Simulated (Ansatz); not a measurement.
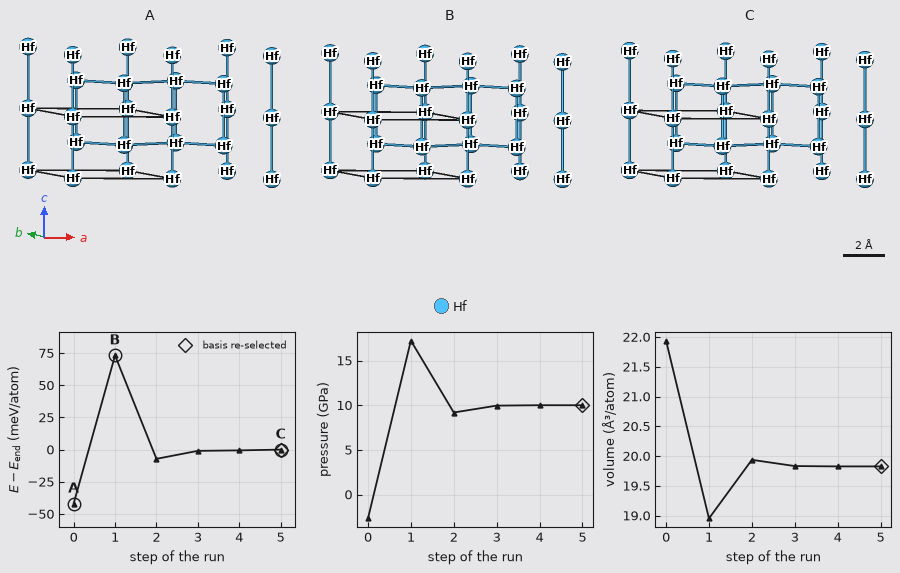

Frames of a relaxation of crystalline Hf (set up in P6/mmm), marked on the history of the run. The picture is a ball-and-stick view of the cell of the calculation, repeated 2 × 1 × 2 with one cell outlined, seen from a free direction.

The run lets cell and atoms move.

Theory: Kohn-Sham DFT of a periodic cell, PBEsol, Ansatz PAW (Ansatz).

The input:
```yaml
crystal:
  lattice:
    - [4.962329544, 0.0, 0.0]
    - [-2.481164772, 4.297503447, 0.0]
    - [0.0, 0.0, 3.08623225]
  atoms:
    - { symbol: Hf, position: [0.0, 0.0, 0.0] }
    - { symbol: Hf, position: [0.3333333333, 0.6666666667, 0.5] }
    - { symbol: Hf, position: [0.6666666667, 0.3333333333, 0.5] }
hamiltonian:
  xc: pbesol
  pseudopotentials: { kind: paw }
kpoints:
  mp_grid: { grid: [6, 6, 9] }
scf:
  occupations: { method: fermi_dirac, width: 0.05 }
output:
  forces: true
  stress: true
  eigenvalues: true
relax:
  f_tol: 0.01
  max_steps: 40
  cell: { stress_tol: 0.05, p_target: 10.0 }
```

Run as
```bash
ansatz run input.yaml --threads 2 --pin off --max-ram 5632MiB --backend cpu --events-out ev --progress --plain --runs-dir out
```

Q: What happens along the run?

A: No atom moves by more than 0.005 Å relative to the cell. The volume changes by −9.6 %, with a = b 4.962 → 4.792 Å (−3.4 %), c 3.086 → 2.991 Å (−3.1 %). Some distances before and after: Hf–Hf 3.254 → 3.145 Å, Hf–Hf 2.865 → 2.767 Å, Hf–Hf 3.086 → 2.991 Å. The space group stays P6/mmm (No. 191). The energy rises by 42.0 meV per atom in 4 accepted moves (5 points after the start). With the target pressure of 10 GPa, the enthalpy E + pV changes by −89.9 meV per atom. All forces vanish by symmetry, so only the cell relaxes. The pressure goes from −2.68 to 10.00 GPa. At 1 point the geometry stayed and the basis and grid were re-selected for the new cell (energy shift of 0.6 meV per atom at most each time). Cost: 20 s on 2 threads of Intel(R) Xeon(R) Platinum 8259CL CPU @ 2.50GHz (Skylake/Cascade Lake), on a shared host, peak memory 0.48 GiB. From step 0 to 1: volume −13.6 %, energy +115 meV per atom. From step 1 to 5: volume +4.6 %, energy −73.2 meV per atom.

```csv
step,"E − E(0), meV/atom","pressure, GPa","volume, Å³/atom",note
0,0.00,-2.68,21.939,
1,115.13,17.23,18.952,
2,34.80,9.18,19.937,
3,41.00,9.95,19.832,
4,41.38,10.00,19.826,
5,41.96,10.00,19.826,"same geometry, new basis"
```
